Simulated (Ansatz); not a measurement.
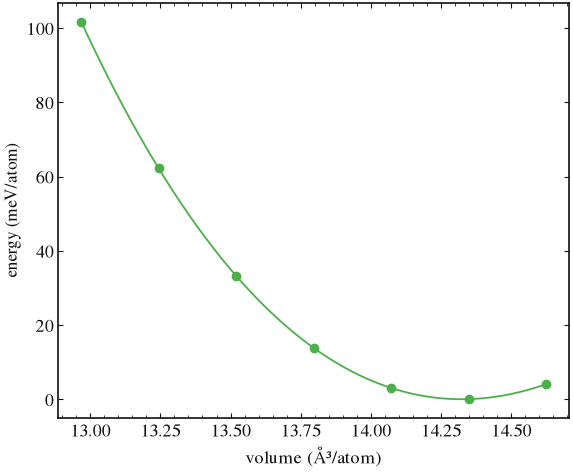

The picture above shows the energy against volume for FePt, space group P4/mmm (No. 123).

Structure:
```xyz
2
Lattice="2.7235 0.0000 0.0000 0.0000 2.7235 0.0000 0.0000 0.0000 3.7200" Properties=species:S:1:pos:R:3 pbc="T T T"
Pt    1.3618    1.3618    1.8600
Fe    0.0000    0.0000    0.0000
```

Computed with Ansatz 0.2.0: plane-wave DFT, collinear spins; energies at scaled volumes of the given cell, shape and fractions fixed, counted from the fit's minimum, third-order Birch-Murnaghan fit. Level: wPBEh, collinear spin.

k mesh 5×5×4; occupations Fermi–Dirac; smearing width 0.05 eV; potentials Ansatz PAW; wave cutoff 420 eV; density cutoff 1680 eV.

From this curve and the settings, what does the calculation give for the pressure at the same points?

The pressure falls from 26.10 GPa at volume 12.97 Å³/atom to −4.15 GPa at 14.62 Å³/atom, and changes sign near 14.32 Å³/atom.

| volume (Å³/atom) | pressure (GPa) |
| --- | --- |
| 12.97 | 26.10 |
| 13.24 | 19.78 |
| 13.52 | 13.97 |
| 13.80 | 8.65 |
| 14.07 | 3.89 |
| 14.35 | −0.37 |
| 14.62 | −4.15 |

Note: coarse k mesh; spin-orbit coupling left out, heavy elements; state may lie high; shape and atomic fractions are frozen while scaling, which makes layered, chain and framework solids too stiff.
